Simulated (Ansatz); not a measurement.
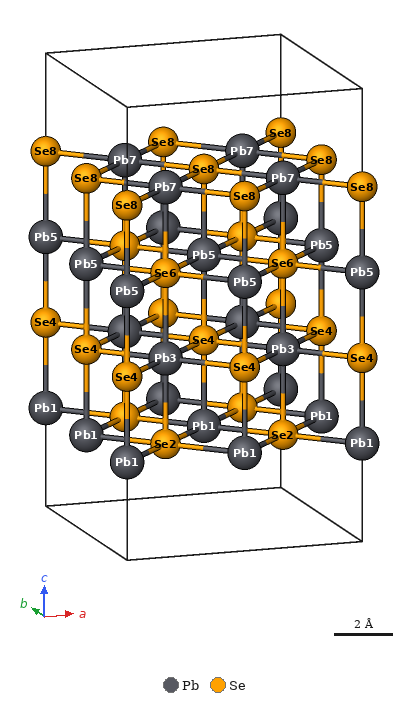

The structure (ball-and-stick view of the 2 × 2 repeat of the cell, with the vacuum cut short, seen slightly off an axis; atoms are numbered from 1 in the order of the input). Near neighbours in the crystal (not all of them lie inside the picture): Pb has 5 Se at 3.05 Å; Se has 5 Pb at 3.05 Å; Pb has 6 Se at 3.05 Å; Se has 6 Pb at 3.05 Å.

# Single-point calculation of PbSe

PbSe (slab, 8 atoms in the cell), computed with DFT, PBEsol, plane waves, PAW, no spin polarisation (Ansatz 0.2.0).

Figures and captions count atoms from 1; the log counts them from 0 in places.

Input file:
```yaml
crystal:
  lattice:
    - [4.3155822494, 0.0, 0.0]
    - [0.0, 4.3155822494, 0.0]
    - [0.0, 0.0, 24.1547324201]
  atoms:
    - { symbol: Pb, position: [0.0, 0.0, 0.3104981612] }
    - { symbol: Se, position: [0.5, 0.5, 0.3104981612] }
    - { symbol: Pb, position: [0.5, 0.5, 0.4368327204] }
    - { symbol: Se, position: [0.0, 0.0, 0.4368327204] }
    - { symbol: Pb, position: [0.0, 0.0, 0.5631672796] }
    - { symbol: Se, position: [0.5, 0.5, 0.5631672796] }
    - { symbol: Pb, position: [0.5, 0.5, 0.6895018388] }
    - { symbol: Se, position: [0.0, 0.0, 0.6895018388] }
basis:
  ecutwfc: 420
kpoints:
  mp_grid: { grid: [8, 8, 1] }
hamiltonian:
  xc: pbesol
scf:
  occupations: { method: gaussian, width: 0.05 }
  algorithm: direct_min
output:
  forces: true
  eigenvalues: true
  stress: true
efield:
  axis: 3
  dipole_correction: true
  ramp_width: 0.04
```

Hardware: 2 threads of Intel Xeon (Sapphire Rapids), 64 GiB of memory available, shared host.

Launch command:
```bash
ansatz run input.yaml --threads 2 --pin off --max-ram 4096MiB --backend cpu --events-out ev --progress --plain --runs-dir out
```

The program's output:
```
Engine: ansatz 0.2.0, x86_64-unknown-linux-gnu
Pseudopotentials: kind: paw
Pseudopotential: Pb, paw, valence charge 14, recommended cutoff 420 eV (normal), Pb.paw.azcp
Pseudopotential: Se, paw, valence charge 16, recommended cutoff 420 eV (normal), Se.paw.azcp
Functional definition: PBEsol
  exchange = pbesol_x
  correlation = pbesol_c
Crystal: 8 atoms, lattice volume = 449.864 Å³
Basis set: ecut = 420 eV, 8729 PW (Γ), exchange–correlation on 60×60×324 points (8 copies of the dense FFT grid, shifted against one another)
Bands: 72, of which v1, the nominal top of the filled ones, is band 60 counted from 1 (59 counted from 0)
Symmetry: 8 space group operations
k-points: 15 of 64
Non-local potential: Pb, projectors of the file, l = 0: 2, l = 1: 2, l = 2: 2, l = 3: 2
Non-local potential: Se, projectors of the file, l = 0: 2, l = 1: 2, l = 2: 3, l = 3: 1
PAW form: soft (Blöchl's): semilocal exchange-correlation on the pseudo side does not see the compensation charge
PAW frozen core: Pb, regenerated for the run's functional, and the local potential with it (the file was generated under x = pbe(κ = 0.804, μ = 0.2195149727645171), c = pbe(β = 0.06672455060314922))
PAW frozen core: Se, regenerated for the run's functional, and the local potential with it (the file was generated under x = pbe(κ = 0.804, μ = 0.2195149727645171), c = pbe(β = 0.06672455060314922))
PAW one-centre angular grid: Pb, 590 points (default); XC on 64 Gauss nodes
PAW one-centre angular grid: Se, 590 points (default); XC on 64 Gauss nodes
Initial density: superposition of atomic densities (neutral atoms: chi_scale 0, normalization atom), corrected by the library's trained network
Initial wavefunctions: pseudopotential atomic-orbital guess
Functional: x = pbesol(κ = 0.804, μ = 0.12345679012345678), c = pbesol(β = 0.046)
SCF iter   1: F=—  HF=-68720.149739 eV  |F-HF|=—  |Δ(HF+E_count)|=         —  Δρ=1.68e-3  dr2=3.38e-2  ethr=1.77e-3  p=0.000 e·Å  D=1.12e-13 V/Å  ΔV_dip=-0.00 eV  dr2_dipole=1.25e-11  V_vac-E_F(+/−)=4.15/4.15 eV  ⟨swp⟩=8.9  Hψ=4328  notcnv=0
efield: sawtooth ramp at fractional position 0.9800 (placed from the atoms, in the widest stretch of the axis that holds none; the zero of the levels goes with the place), width 0.0400; the density the first Hamiltonian is built on has a dipole p = 0.000 e·Å; the dipole correction subtracts the counter field D = 1.12e-13 V/Å, which shifts the + side's vacuum level by -0.00 eV against the − side's; the planar-averaged density in the ramp window peaks in size at 8.2e-6 e/Å³
preconditioner: auto → Resta (q_TF=auto, 2.189 Å⁻¹)  ε∞=2.2  [insulator: Δε(μ)=0.909 eV  Ē_g=14.245 eV  σ=0.050 eV  W_gap=1.00  n_scr=88 (ndim 8)  ℏωp=15.7 eV  f_vac=0.472  D(μ)=0.00/eV (n_scr^D=0)  ε∞_Penn≈2.2  vacuum switching on, ρ_ref=1.5e-2 e/Å³]
SCF iter   2: F=—  HF=-68720.147610 eV  |F-HF|=—  |Δ(HF+E_count)|=   2.13e-3  Δρ=9.00e-4  dr2=1.03e-2  ethr=2.81e-5  p=0.000 e·Å  D=8.11e-7 V/Å  ΔV_dip=-0.00 eV  dr2_dipole=1.83e-8  V_vac-E_F(+/−)=3.98/3.98 eV  ⟨swp⟩=5.7  Hψ=3349  notcnv=0  defer=4
iter 3 solved again at ethr=1.10e-7 eV; its pass at ethr=8.57e-6 eV (dr2=1.32e-4 eV) is discarded
SCF iter   3: F=—  HF=-68720.143950 eV  |F-HF|=—  |Δ(HF+E_count)|=   3.66e-3  Δρ=1.48e-4  dr2=1.56e-4  ethr=1.10e-7  p=-0.001 e·Å  D=-4.02e-4 V/Å  ΔV_dip=0.01 eV  dr2_dipole=4.12e-5  V_vac-E_F(+/−)=4.01/4.00 eV  ⟨swp⟩=4.7  Hψ=5564  notcnv=0  defer=1
SCF iter   4: F=—  HF=-68720.143866 eV  |F-HF|=—  |Δ(HF+E_count)|=   8.43e-5  Δρ=9.44e-6  dr2=5.55e-7  ethr=1.10e-7  p=-0.000 e·Å  D=-2.25e-5 V/Å  ΔV_dip=0.00 eV  dr2_dipole=8.83e-8  V_vac-E_F(+/−)=4.00/4.00 eV  ⟨swp⟩=2.5  Hψ=2004  notcnv=0  defer=3
SCF iter   5: F=—  HF=-68720.143867 eV  |F-HF|=—  |Δ(HF+E_count)|=   1.16e-6  Δρ=4.78e-6  dr2=1.87e-7  ethr=4.62e-10  p=0.000 e·Å  D=2.38e-6 V/Å  ΔV_dip=-0.00 eV  dr2_dipole=9.65e-9  V_vac-E_F(+/−)=4.00/4.00 eV  ⟨swp⟩=5.2  Hψ=3851  notcnv=0
SCF iter   6: F=—  HF=-68720.143867 eV  |F-HF|=—  |Δ(HF+E_count)|=   4.72e-8  Δρ=1.40e-6  dr2=5.78e-8  ethr=1.56e-10  p=0.000 e·Å  D=1.42e-6 V/Å  ΔV_dip=-0.00 eV  dr2_dipole=4.27e-10  V_vac-E_F(+/−)=4.00/4.00 eV  ⟨swp⟩=4.0  Hψ=2501  notcnv=0
SCF iter   7: F=-68720.143867 eV  HF=-68720.143867 eV  |F-HF|=3.35e-10  |Δ(HF+E_count)|=   1.32e-8  Δρ=1.53e-7  dr2=2.34e-10  ethr=4.82e-11  p=-0.000 e·Å  D=-3.47e-7 V/Å  ΔV_dip=0.00 eV  dr2_dipole=6.42e-15  V_vac-E_F(+/−)=4.00/4.00 eV  ⟨swp⟩=2.0  Hψ=1981  notcnv=0
the search or the solves at the SCF's close seem to have found levels that the self-consistency loop had missed (the run counts 1). By its estimate they hold under 1e-12 electrons; where the run keeps them, the occupations were computed again with them
SCF 1 converged in 7 iterations: F = -68720.143867 eV  dr2 = 2.34e-10
  Residual-converged pass: ⟨swp⟩=3.0  Hψ=2241  notcnv=0  max |occ|·‖R‖ = 6.6e-6 eV (tolerance 6.7e-6 eV)  dr2=4.99e-10  dr2_onsite=2.27e-10  max |Δocc| = 1.1e-41
  greatest PAW one-centre occupation: 1.000 electrons in one spin orbital (limit 2), on the Se atom at site 5 (counted from 0), in its partial waves of l = 2
SCF converged after 7 iterations
Stability not checked: this state was not tested for a lower state beside it, because a direct minimisation reached the state, and no test of it is asked (direct_minimisation; see scf.lower_state_search)
Free energy (F): -68720.143867 eV
Harris-Foulkes:  -68720.143867 eV  (|F-HF|=3.35e-10)
Internal energy: -68720.143867 eV  (E = F + TS)
E sigma→0 (E₀):  -68720.143867 eV
Fermi energy:    2.640274 eV
Dipole field:    D = 0.000000 V/Å  (p = 0.000000 e·Å, saw-weighted, corrected)
Work function:   Φ+ = 4.0033 eV   Φ− = 4.0032 eV
Levels:          The Fermi level and band energies are counted from a zero that moves with the ramp; work functions are not
--- Per-component energies (eV) ---
  E_band       = -2482.120503
  E_kinetic    = 1621.650507
  E_local      = -86565.979624  (includes V_loc(G=0)·N_el)
  E_nonlocal   = -962.881653
  E_hartree    = 42402.224539
  E_xc         = -1289.536545
  E_vxc        = -922.732758  (∫ρ·V_xc dr)
  E_paw        = -48486.080456  (= ΣΔE_a)
  E_vpaw       = -456.623110  (= ΣTr[D̂ρ^β])
  E_aug_tail   = -0.002163  (compensation charges beyond the density's cutoff)
  E_efield     = 0.000000  (sawtooth field / dipole correction)
  E_vefield    = 0.000000  (∫n·V_field dr)
  E_ewald      = 24556.179260
  E_core_change = 4.282268  (= ΣΔE_core)
  E_smearing   = -0.000000  (= −TS)
  E_closure    = 0.000000  (closes the sum)
  Σ components = -68720.143867   (vs F -68720.143867, Δ=0.00e0)
--- Forces (eV/Å), atoms counted from 1 ---
  atom   1  Pb     0.00000000     0.00000000     0.43700477
  atom   2  Se     0.00000000     0.00000000     0.18062165
  atom   3  Pb     0.00000000     0.00000000    -0.38802692
  atom   4  Se     0.00000000     0.00000000    -0.39856355
  atom   5  Pb    -0.00000000     0.00000000     0.38802263
  atom   6  Se    -0.00000000     0.00000000     0.39856863
  atom   7  Pb     0.00000000     0.00000000    -0.43700220
  atom   8  Se    -0.00000000     0.00000000    -0.18062579
  max |Σ_I F_I| component: 7.88e-7 eV/Å
--- Stress (GPa, compression-positive) ---
       -0.467017       0.000000       0.000000
        0.000000      -0.467017       0.000000
        0.000000       0.000000      -1.158937
  P = ⅓ Tr σ = -0.6977 GPa (-6.977 kbar)
--- Band table (eV; the first three rows and the last of 15) ---
  k-point 0: bands = ["-44.9209", "-44.9209", "-44.9147", "-44.9147", "-44.9146", "-44.9146", "-44.9056", "-44.9055", "-44.9032", "-44.9031", "-44.5513", "-44.5513", "-44.5488", "-44.5488", "-44.5266", "-44.5266", "-44.5266", "-44.5266", "-44.5211", "-44.5211", "-14.5123", "-14.5069", "-14.4183", "-14.4183", "-14.4182", "-14.4182", "-14.3883", "-14.3883", "-14.3665", "-14.3664", "-14.3562", "-14.2954", "-14.2901", "-14.2856", "-14.2756", "-14.2655", "-14.2608", "-14.2608", "-14.2369", "-14.2369", "-11.0769", "-10.6108", "-10.0592", "-9.7823", "-4.9879", "-4.9321", "-4.5048", "-4.0241", "-1.9521", "-0.6794", "-0.6794", "-0.3412", "-0.2337", "-0.2337", "0.2563", "0.2563", "0.5060", "0.5060", "1.0754", "1.3468", "4.0550", "4.9353", "5.7368", "6.2063", "6.3613", "6.7557", "6.9883", "7.1343", "7.1343", "7.2333", "7.2333", "7.5199"]
  k-point 1: bands = ["-44.9209", "-44.9209", "-44.9147", "-44.9147", "-44.9146", "-44.9146", "-44.9056", "-44.9055", "-44.9031", "-44.9031", "-44.5513", "-44.5513", "-44.5488", "-44.5488", "-44.5266", "-44.5266", "-44.5266", "-44.5266", "-44.5211", "-44.5211", "-14.5065", "-14.5018", "-14.4199", "-14.4199", "-14.4181", "-14.4181", "-14.3844", "-14.3844", "-14.3702", "-14.3701", "-14.3497", "-14.2911", "-14.2892", "-14.2810", "-14.2794", "-14.2714", "-14.2616", "-14.2578", "-14.2396", "-14.2371", "-11.0005", "-10.5456", "-10.0094", "-9.7600", "-5.2144", "-5.1616", "-4.7528", "-4.2897", "-1.8632", "-0.5477", "-0.5284", "-0.1794", "-0.1062", "-0.0222", "0.3769", "0.4819", "0.6135", "0.7541", "1.0030", "1.4315", "3.9113", "4.9421", "5.4378", "6.2126", "6.3260", "6.4900", "6.5102", "6.5240", "6.5528", "6.6744", "7.0480", "7.0774"]
  k-point 2: bands = ["-44.9209", "-44.9209", "-44.9147", "-44.9147", "-44.9146", "-44.9146", "-44.9056", "-44.9055", "-44.9031", "-44.9031", "-44.5513", "-44.5513", "-44.5488", "-44.5488", "-44.5266", "-44.5266", "-44.5266", "-44.5266", "-44.5211", "-44.5210", "-14.4931", "-14.4901", "-14.4239", "-14.4239", "-14.4179", "-14.4178", "-14.3791", "-14.3789", "-14.3747", "-14.3746", "-14.3340", "-14.2901", "-14.2880", "-14.2824", "-14.2803", "-14.2690", "-14.2623", "-14.2538", "-14.2460", "-14.2384", "-10.7836", "-10.3702", "-9.8839", "-9.7218", "-5.6806", "-5.6706", "-5.3178", "-4.8931", "-1.5819", "-0.2053", "-0.1718", "0.2517", "0.3326", "0.4750", "0.5779", "0.7065", "0.8904", "1.1944", "1.3020", "1.6575", "3.5754", "4.5658", "4.8837", "4.9338", "5.3999", "5.4055", "5.5680", "5.6963", "5.8448", "5.9647", "6.3393", "6.8019"]
  k-point 14: bands = ["-44.9209", "-44.9209", "-44.9147", "-44.9147", "-44.9146", "-44.9146", "-44.9056", "-44.9056", "-44.9030", "-44.9030", "-44.5514", "-44.5513", "-44.5487", "-44.5487", "-44.5266", "-44.5266", "-44.5266", "-44.5266", "-44.5210", "-44.5210", "-14.4741", "-14.4741", "-14.4672", "-14.4672", "-14.4284", "-14.4284", "-14.4281", "-14.4281", "-14.3769", "-14.3769", "-14.3327", "-14.3327", "-14.2747", "-14.2747", "-14.2627", "-14.2627", "-14.2411", "-14.2411", "-14.2334", "-14.2334", "-9.7643", "-9.7643", "-9.3154", "-9.3154", "-5.4222", "-5.4222", "-5.0771", "-5.0771", "-2.4502", "-2.4502", "-1.9512", "-1.9512", "-1.3641", "-1.3641", "-0.9620", "-0.9620", "-0.2018", "-0.2018", "1.2339", "1.2339", "4.5717", "4.5717", "6.3914", "6.3914", "6.6449", "6.6449", "7.1266", "7.1266", "7.7215", "7.7215", "8.1725", "8.1725"]
```

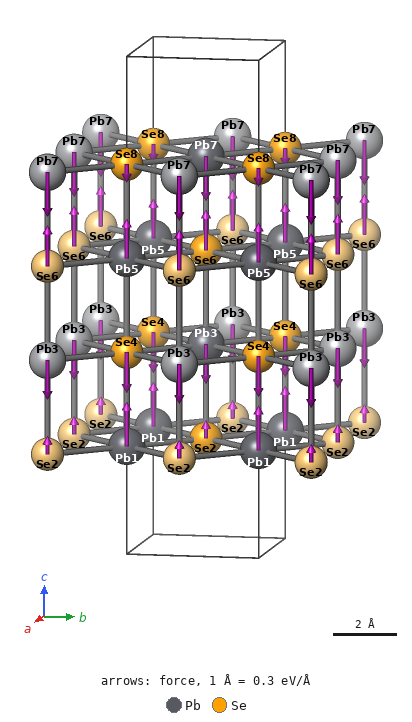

Forces on the atoms as pink arrows (ball-and-stick view of the cell of the calculation, with the vacuum cut short, seen slightly off an axis; neighbours outside the cell are drawn fainter; atoms are numbered from 1 in the order of the input). The largest act on Pb1, Pb7 (0.44 eV/Å); Se4, Se6 (0.40 eV/Å); Pb3, Pb5 (0.39 eV/Å); Se2, Se8 (0.18 eV/Å). The geometry is not a stationary point of this energy.

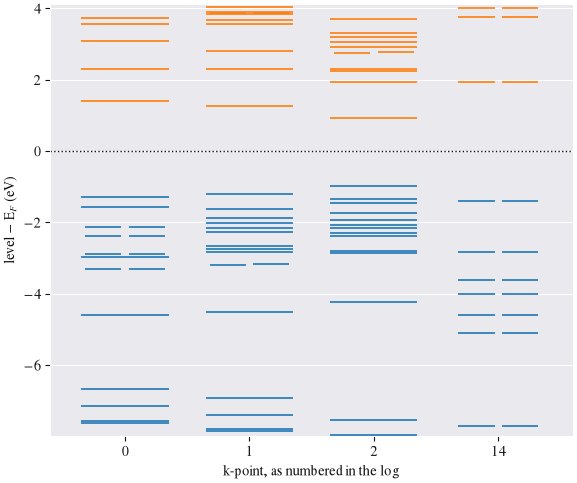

Kohn–Sham levels near the Fermi level (dotted) at the few k-points that the log prints; levels within 0.02 eV of each other stand side by side. Among these points the highest filled and lowest empty levels are 1.92 eV apart; the gap on the full mesh, 0.91 eV, has an edge at a point that isn't printed.

Results in brief:

```tsv
quantity	value
outcome	converged
electrons treated	120
free energy	−68720.1439 eV
Fermi energy	2.640 eV
gap on the k-point mesh	0.91 eV
largest force (length of the vector)	0.437 eV/Å
wall time	66 s (CPU time 2.2 min)
peak memory	1.3 GiB
```

Notes:

Settings chosen away from the usual ones: scf.algorithm set to direct_min. Spin–orbit coupling is left out, which matters for Pb.
